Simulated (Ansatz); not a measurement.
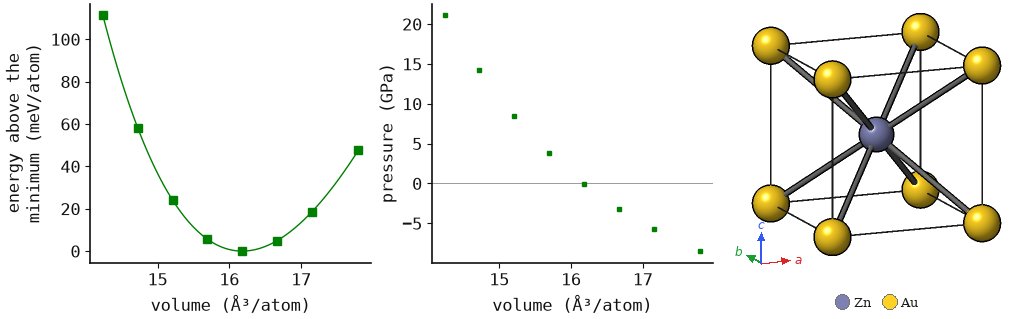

The figure shows the energy above the minimum and pressure against volume for ZnAu, space group Pm-3m (No. 221). The conventional cell is drawn beside the plot.

Cell as given: a = 3.187 Å, b = 3.187 Å, c = 3.187 Å, α = 90.00°, β = 90.00°, γ = 90.00°; 2 atoms.

Calculation (Ansatz 0.2.0): third-order Birch-Murnaghan fit to density functional energies at scaled volumes of the given relaxed cell, shape and atoms relaxed at each volume; energies count from the fitted minimum; plane waves with PAW datasets, Γ-centred k mesh. Level: PBE, no spin polarisation.

- wave cutoff: 420 eV
- k mesh: 14×14×14
- occupations: Gaussian
- smearing width: 0.1 eV

### How stiff is the solid, and where is its volume at rest?

A third-order Birch–Murnaghan fit gives V0 = 16.18 Å³/atom, B0 = 116 GPa and B′ = 5.5.

### What does the pressure do across the range?

It falls from 21.10 GPa at volume 14.239 Å³/atom to −8.49 GPa at 17.799 Å³/atom, and changes sign near 16.18 Å³/atom.
